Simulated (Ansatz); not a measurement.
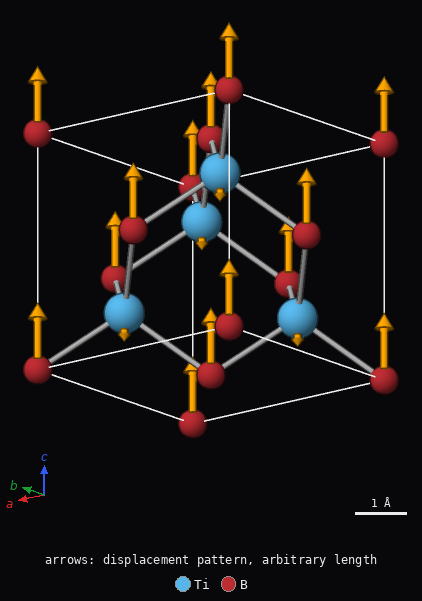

The lowest optical mode of crystalline TiB, space group F-43m (No. 216), at the zone centre. Displacements are drawn as orange arrows; their common scale and sign are arbitrary. A ball-and-stick model of the conventional cell (4 times the calculation's cell), seen from a free direction. Lengths and directions refer to the drawn axes.

The calculation used Ansatz, DFT PBEsol, scalar-relativistic, plane waves, PAW.

Input
```yaml
crystal:
  lattice:
    - [0.0, 2.4568284199, 2.4568284199]
    - [2.4568284199, 0.0, 2.4568284199]
    - [2.4568284199, 2.4568284199, 0.0]
  atoms:
    - { symbol: Ti, position: [0.75, 0.75, 0.75] }
    - { symbol: B, position: [0.0, 0.0, 0.0] }
basis:
  ecutwfc: 420
kpoints:
  mp_grid: { grid: [14, 14, 14] }
hamiltonian:
  xc: pbesol
scf:
  occupations: { method: fermi_dirac, width: 0.15 }
output:
  eigenvalues: true
phonons:
  method: dfpt
  eigenvectors: true
```

Launched with:
```bash
ansatz run input.yaml --threads 1 --pin off --max-ram 3072MiB --backend cpu --events-out ev --progress --plain --runs-dir out
```

The frequencies depend somewhat on the k-mesh and the smearing.

Is this crystal at a minimum with respect to the drawn distortion?

Answer. Yes: this softest mode has a real frequency, and so have all others here. That speaks for this wave vector alone: the rest of the zone wasn't checked in this run. This is the T₂ mode (triply degenerate; one member of the set is drawn) at 532 cm⁻¹, the only optical level, infrared- and Raman-active by symmetry. The B sublattice moves against the Ti sublattice, along c; the kinetic energy is shared as B 82 %, Ti 18 %. The crystal is a metal, so free carriers screen the infrared response.
